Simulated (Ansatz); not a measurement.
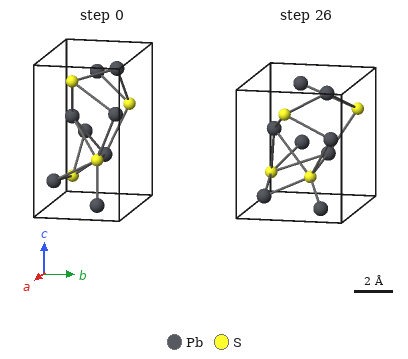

The structure of a crystal of Pb2S (a generated structure, set up in P2_12_12_1) before (left) and after (right) a relaxation, at one scale.

The picture is a ball-and-stick view of the cell of the calculation, seen slightly off an axis.

The start is a swapped structure.

The calculation used DFT, PAW plane waves, LDA in Ansatz 0.2.0. (plane-wave cutoff 420 eV; k-point mesh 4 × 6 × 3; occupations gaussian; smearing width 0.0315 eV; no spin polarisation; cell and atoms relaxed; force threshold 0.03 eV/Å; at most 40 steps)

Q: Summarise the run.

A: The largest moves relative to the cell, 0.87 Å, are those of S atoms. Largest moves by element: S 0.87 Å, Pb 0.69 Å. Cell: a 7.554 → 7.846 Å (+3.9 %), b 4.659 → 5.720 Å (+22.8 %), c 8.194 → 6.915 Å (−15.6 %). Volume +7.6 %. Near-neighbour distances that change, for instance: Pb–S 4.370 → 3.148 Å, Pb–S 2.741 → 3.378 Å, Pb–S 3.211 → 2.833 Å, Pb–Pb 2.930 → 3.307 Å. Among the angles between lasting bonds that change: Pb–S–Pb 123.3° → 81.8°, S–Pb–S 96.7° → 126.7°, Pb–S–Pb 119.2° → 148.7°. The space group stays P2_12_12_1 (No. 19). After 23 accepted moves (26 points after the start) the energy has fallen by 247 meV per atom. The largest force component goes from 1.1 to 0.022 eV/Å. Pressure: 8.55 GPa at the start and 0.02 GPa at the end. The line search rejected the trial step at point 10 of the run. The SCF was repeated twice at an unchanged geometry on a basis and grid sized afresh for the cell, which shifted the energy by 3.0 meV per atom at most.
